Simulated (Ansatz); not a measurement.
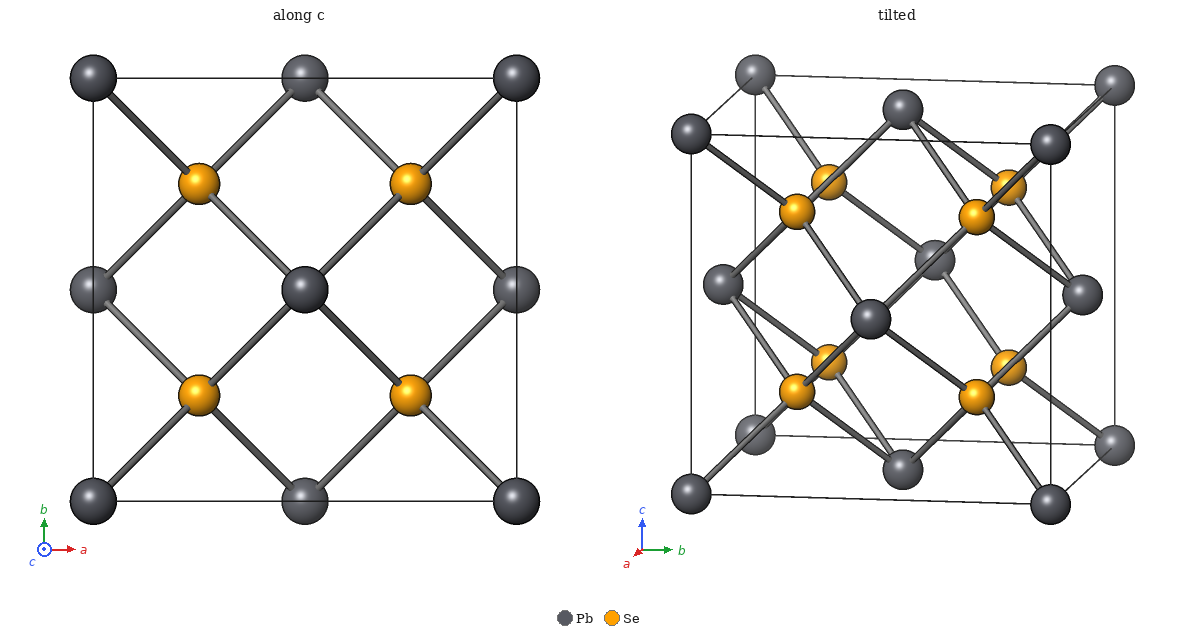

View along the c axis and slightly off an axis, drawn as a ball-and-stick model. The conventional unit cell is outlined; an atom on or near a face, edge or corner is repeated at each equivalent position.

PbSe2, space group Fm-3m (No. 225), a = 7.03 Å, b = 7.03 Å, c = 7.03 Å, α = 90.00°, β = 90.00°, γ = 90.00°.

Electronic-structure method: DFT, r2SCAN+rVV10, plane waves, PAW in Ansatz 0.2.0. Parameters: wavefunction cutoff 500 eV, k-points about 0.19 Å⁻¹ apart, Fermi-Dirac smearing of 0.03 eV, no spin polarisation.

Is it conducting or gapped at this level?

Answer. A metal: bands cross the Fermi level.

Give the pressure and its sign.

Answer. The computed pressure is -0.1 GPa, close to zero.

It derives from a structure type filled with these elements by a generator (whether the compound takes this form wasn't checked). Earlier steps of the study, as a rule a relaxation of our own, may have changed the cell and positions, so they can lie some per cent off the listed ones. A calculation with Ansatz used it as input.
